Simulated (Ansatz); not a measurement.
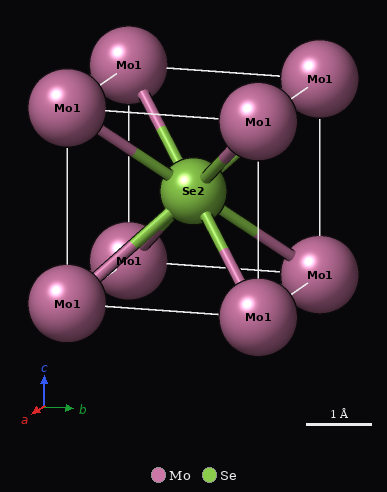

**Figure 1.** The structure (ball-and-stick view of the cell of the calculation, seen slightly off an axis; atoms are numbered from 1 in the order of the input). An atom can appear more than once, as a periodic image. Near neighbours in the periodic cell (some may lie outside the picture): Mo has 8 Se at 2.69 Å; Se has 8 Mo at 2.69 Å.

# Single-point calculation, with input and output: MoSe (part 1 of 2)

The run: single-point calculation of MoSe (Pm-3m, 2 atoms in the cell). Method and program: DFT PBEsol+U, scalar-relativistic, plane waves, PAW, Ueff = 3 eV on Mo d, spin-polarised (Ansatz 0.2.0).

The structure was built on a prototype by a generator; it need not be a known phase. It belongs to a series of runs on one base structure; here: large parallel starting moments. Figures and captions count atoms from 1; the log counts them from 0 in places.

### Input
```yaml
crystal:
  lattice:
    - [3.107232486, 0.0, 0.0]
    - [0.0, 3.107232486, 0.0]
    - [0.0, 0.0, 3.107232486]
  atoms:
    - { symbol: Mo, position: [0.0, 0.0, 0.0], spin: 3.5 }
    - { symbol: Se, position: [0.5, 0.5, 0.5] }
basis:
  ecutwfc: 420
kpoints:
  mp_grid: { grid: [14, 14, 14] }
hamiltonian:
  xc: pbesol
  hubbard: { sites: [{ species: Mo, l: d, u_eff: 3.0 }] }
scf:
  occupations: { method: gaussian, width: 0.05 }
output:
  forces: true
  stress: true
  eigenvalues: true
  populations: true
  write_density: true
  write_potential: true
  elf: true
  volumetric_format: npy
magnetization:
  spin_polarized: true
```

Hardware: 1 thread of Intel Xeon (Granite Rapids), 32 GiB of memory available, shared host.

Launched with:
```bash
ansatz run input.yaml --threads 1 --pin off --max-ram 2560MiB --backend cpu --events-out ev --progress --plain --runs-dir out
```

### Output
```
Mo: projections on atomic orbitals take those of the free atom [Ar 3d10] 4s2 4p6 4d5 5s1, of charge +0.00 (hamiltonian.pseudopotentials.projection_atoms); the dataset's partial waves leave at most 6.0e-6 of an orbital's norm unspanned inside its sphere
Se: projections on atomic orbitals take those of the free atom [Ar] 3d10 4s2 4p4, of charge +0.00 (hamiltonian.pseudopotentials.projection_atoms); the dataset's partial waves leave at most 2.3e-6 of an orbital's norm unspanned inside its sphere
Engine: ansatz 0.2.0, x86_64-unknown-linux-gnu
Pseudopotentials: kind: paw
Pseudopotential: Mo, paw, valence charge 14, recommended cutoff 420 eV (normal), Mo.paw.azcp
Pseudopotential: Se, paw, valence charge 16, recommended cutoff 420 eV (normal), Se.paw.azcp
Functional definition: PBEsol
  exchange = pbesol_x
  correlation = pbesol_c
Crystal: 2 atoms, lattice volume = 30.000 Å³
Basis set: ecut = 420 eV, 587 PW (Γ), exchange–correlation on 48×48×48 points (8 copies of the dense FFT grid, shifted against one another)
Bands: 21, of which v1, the nominal top of the filled ones, is band 15 counted from 1 (14 counted from 0)
Symmetry: 48 space group operations
Space group: Pm-3m (ITA 221), of the structure as read, at distance tolerance 3.1e-5 Å
Magnetic group: BNS 221.92 (UNI 1594), of the structure as read, at distance tolerance 3.1e-5 Å
k-points: 120 of 2744
Non-local potential: Mo, projectors of the file, l = 0: 3, l = 1: 2, l = 2: 2, l = 3: 1
Non-local potential: Se, projectors of the file, l = 0: 2, l = 1: 2, l = 2: 3, l = 3: 1
PAW form: soft (Blöchl's): semilocal exchange-correlation on the pseudo side does not see the compensation charge
PAW frozen core: Mo, regenerated for the run's functional, and the local potential with it (the file was generated under x = pbe(κ = 0.804, μ = 0.2195149727645171), c = pbe(β = 0.06672455060314922))
PAW frozen core: Se, regenerated for the run's functional, and the local potential with it (the file was generated under x = pbe(κ = 0.804, μ = 0.2195149727645171), c = pbe(β = 0.06672455060314922))
PAW one-centre angular grid: Mo, 590 points (default); XC on 64 Gauss nodes
PAW one-centre angular grid: Se, 590 points (default); XC on 64 Gauss nodes
Initial density: superposition of atomic densities (chi_scale 0.1, normalization cell)
Starting moments: Σ|m| = 3.5 μB on 1 of 2 sites
Initial wavefunctions: pseudopotential atomic-orbital guess
Functional: x = pbesol(κ = 0.804, μ = 0.12345679012345678), c = pbesol(β = 0.046)
SCF iter   1: F=—  HF=-10317.415490 eV  |F-HF|=—  |Δ(HF+E_count)|=         —  Δρ=9.87e-2 (↑9.87e-2 ↓6.53e-2)  dr2=1.28e0  dr2_m=1.72e0  M=2.233 μB ∫|m|=2.430 μB  β_m=0.30  ethr=3.10e-3  ⟨swp⟩=5.5  Hψ=22357  notcnv=0
preconditioner: auto → none  [metal: Δε(μ)=0.008 eV  Ē_g=11.401 eV  σ=0.050 eV  W_gap=0.09  n_scr=6 (ndim 8)  ℏωp=23.5 eV  f_vac=0.000  D(μ)=1.64/eV (n_scr^D=18)  sad-step TF]
SCF iter   2: F=—  HF=-10317.618381 eV  |F-HF|=—  |Δ(HF+E_count)|=   2.03e-1  Δρ=7.12e-2 (↑7.12e-2 ↓5.02e-2)  dr2=5.76e-1  dr2_m=9.45e-1  M=2.085 μB ∫|m|=2.317 μB  β_m=0.30  ethr=3.10e-3  ⟨swp⟩=2.0  Hψ=7840  notcnv=0  defer=277
SCF iter   3: F=—  HF=-10317.705301 eV  |F-HF|=—  |Δ(HF+E_count)|=   8.69e-2  Δρ=4.31e-2 (↑3.77e-2 ↓4.31e-2)  dr2=1.42e-2  dr2_m=4.44e-1  M=2.038 μB ∫|m|=2.316 μB  β_m=0.30  ethr=1.92e-3  ⟨swp⟩=2.1  Hψ=7364  notcnv=0  defer=330
SCF iter   4: F=—  HF=-10317.846901 eV  |F-HF|=—  |Δ(HF+E_count)|=   1.42e-1  Δρ=3.30e-2 (↑3.30e-2 ↓3.19e-2)  dr2=8.23e-3  dr2_m=2.88e-1  M=1.913 μB ∫|m|=2.199 μB  β_m=0.30  ethr=4.74e-5  ⟨swp⟩=2.5  Hψ=10361  notcnv=0  defer=347
SCF iter   5: F=—  HF=-10317.940985 eV  |F-HF|=—  |Δ(HF+E_count)|=   9.41e-2  Δρ=2.48e-2 (↑2.45e-2 ↓2.48e-2)  dr2=1.45e-4  dr2_m=1.67e-1  M=1.851 μB ∫|m|=2.140 μB  β_m=0.30  ethr=2.74e-5  ⟨swp⟩=2.5  Hψ=9136  notcnv=0  defer=347
SCF iter   6: F=—  HF=-10318.000122 eV  |F-HF|=—  |Δ(HF+E_count)|=   5.91e-2  Δρ=1.90e-2 (↑1.90e-2 ↓1.88e-2)  dr2=1.57e-4  dr2_m=9.80e-2  M=1.812 μB ∫|m|=2.097 μB  β_m=0.30  ethr=4.83e-7  ⟨swp⟩=2.2  Hψ=9201  notcnv=0  defer=343
SCF iter   7: F=—  HF=-10318.035760 eV  |F-HF|=—  |Δ(HF+E_count)|=   3.56e-2  Δρ=1.47e-2 (↑1.47e-2 ↓1.42e-2)  dr2=1.98e-4  dr2_m=5.72e-2  M=1.786 μB ∫|m|=2.064 μB  β_m=0.30  ethr=4.83e-7  ⟨swp⟩=2.2  Hψ=8764  notcnv=0  defer=340
SCF iter   8: F=—  HF=-10318.057589 eV  |F-HF|=—  |Δ(HF+E_count)|=   2.18e-2  Δρ=1.15e-2 (↑1.13e-2 ↓1.15e-2)  dr2=5.51e-5  dr2_m=3.59e-2  M=1.746 μB ∫|m|=2.022 μB  β_m=0.30  ethr=4.83e-7  ⟨swp⟩=2.2  Hψ=8587  notcnv=0  defer=338
Mixer restart at iter 8: flushing history
spin-set hold released at iteration 8 (site moments contracting): the magnetisation degrees of freedom join the quasi-Newton model from the next iteration; the mixer history was flushed
SCF iter   9: F=—  HF=-10318.072530 eV  |F-HF|=—  |Δ(HF+E_count)|=   1.49e-2  Δρ=9.60e-3 (↑9.60e-3 ↓9.48e-3)  dr2=4.58e-5  dr2_m=2.50e-2  M=1.698 μB ∫|m|=1.975 μB  β_m=0.45  ethr=1.84e-7  ⟨swp⟩=2.2  Hψ=8620  notcnv=0  defer=337
SCF iter  10: F=—  HF=-10318.109038 eV  |F-HF|=—  |Δ(HF+E_count)|=   3.65e-2  Δρ=3.73e-3 (↑2.87e-3 ↓3.73e-3)  dr2=6.58e-4  dr2_m=2.95e-3  M=1.549 μB ∫|m|=1.813 μB  β_m=0.63  ethr=1.53e-7  ⟨swp⟩=3.4  Hψ=11401  notcnv=0  defer=341
SCF iter  11: F=—  HF=-10318.116505 eV  |F-HF|=—  |Δ(HF+E_count)|=   7.47e-3  Δρ=2.16e-3 (↑2.16e-3 ↓1.14e-3)  dr2=1.39e-3  dr2_m=6.46e-4  M=1.451 μB ∫|m|=1.703 μB  β_m=0.60  ethr=1.53e-7  ⟨swp⟩=2.7  Hψ=10919  notcnv=0  defer=346
SCF iter  12: F=—  HF=-10318.118207 eV  |F-HF|=—  |Δ(HF+E_count)|=   1.70e-3  Δρ=1.18e-3 (↑9.01e-4 ↓1.18e-3)  dr2=9.77e-5  dr2_m=2.92e-4  M=1.405 μB ∫|m|=1.654 μB  β_m=0.73  ethr=1.53e-7  ⟨swp⟩=2.6  Hψ=9179  notcnv=0  defer=346
SCF iter  13: F=—  HF=-10318.119363 eV  |F-HF|=—  |Δ(HF+E_count)|=   1.16e-3  Δρ=6.40e-4 (↑6.40e-4 ↓1.68e-4)  dr2=2.51e-5  dr2_m=3.69e-5  M=1.317 μB ∫|m|=1.561 μB  β_m=0.67  ethr=1.53e-7  ⟨swp⟩=3.0  Hψ=9175  notcnv=0  defer=346
SCF iter  14: F=—  HF=-10318.119496 eV  |F-HF|=—  |Δ(HF+E_count)|=   1.33e-4  Δρ=3.64e-4 (↑3.64e-4 ↓6.90e-5)  dr2=8.12e-6  dr2_m=1.11e-5  M=1.330 μB ∫|m|=1.573 μB  β_m=0.83  ethr=8.37e-8  ⟨swp⟩=2.0  Hψ=7269  notcnv=0  defer=345
SCF iter  15: F=—  HF=-10318.119554 eV  |F-HF|=—  |Δ(HF+E_count)|=   5.84e-5  Δρ=1.30e-4 (↑1.30e-4 ↓7.36e-5)  dr2=1.06e-6  dr2_m=2.36e-6  M=1.331 μB ∫|m|=1.574 μB  β_m=0.86  ethr=2.71e-8  ⟨swp⟩=2.0  Hψ=7548  notcnv=0  defer=345
SCF iter  16: F=—  HF=-10318.119565 eV  |F-HF|=—  |Δ(HF+E_count)|=   1.05e-5  Δρ=7.09e-5 (↑7.09e-5 ↓3.80e-5)  dr2=2.87e-7  dr2_m=6.83e-7  M=1.326 μB ∫|m|=1.568 μB  β_m=0.93  ethr=3.54e-9  ⟨swp⟩=2.0  Hψ=8304  notcnv=0  defer=345
SCF iter  17: F=—  HF=-10318.119568 eV  |F-HF|=—  |Δ(HF+E_count)|=   3.49e-6  Δρ=1.82e-5 (↑1.82e-5 ↓9.23e-6)  dr2=1.40e-8  dr2_m=4.52e-8  M=1.322 μB ∫|m|=1.564 μB  β_m=0.90  ethr=3.33e-10  ⟨swp⟩=10.0  Hψ=33579  notcnv=0
iter 18 did not close the SCF: its close was put off for a magnetic moment that had not settled (scf_convergence_deferred on its scf_iter line)
SCF iter  18: F=-10318.119569 eV  HF=-10318.119569 eV  |F-HF|=7.70e-9  |Δ(HF+E_count)|=   1.86e-7  Δρ=6.90e-6 (↑6.90e-6 ↓2.89e-6)  dr2=6.39e-9  dr2_m=5.69e-9  M=1.322 μB ∫|m|=1.564 μB  β_m=0.86  ethr=4.66e-11  ⟨swp⟩=7.7  Hψ=27314  notcnv=0
SCF iter  19: F=-10318.119569 eV  HF=-10318.119569 eV  |F-HF|=2.00e-10  |Δ(HF+E_count)|=   2.39e-8  Δρ=8.26e-7 (↑7.17e-7 ↓8.26e-7)  dr2=7.49e-11  dr2_m=1.41e-10  M=1.321 μB ∫|m|=1.563 μB  ethr=2.13e-11  ⟨swp⟩=4.4  Hψ=24547  notcnv=0
SCF 1 converged in 19 iterations: F = -10318.119569 eV  dr2 = 7.49e-11
  greatest PAW one-centre occupation: 1.000 electrons in one spin orbital (limit 2), on the Se atom at site 1 (counted from 0), in its partial waves of l = 2
Bands: 22, of which v1, the nominal top of the filled ones, is band 15 counted from 1 (14 counted from 0)
Symmetry: 1 space group operations
k-points: 1376 of 2744 (time reversal used)
Starting moments: Σ|m| = 5 μB on 1 of 2 sites
iter 1 solved again at ethr=3.07e-3 eV; its pass at ethr=3.10e-3 eV (dr2=9.20e-1 eV) is discarded
```
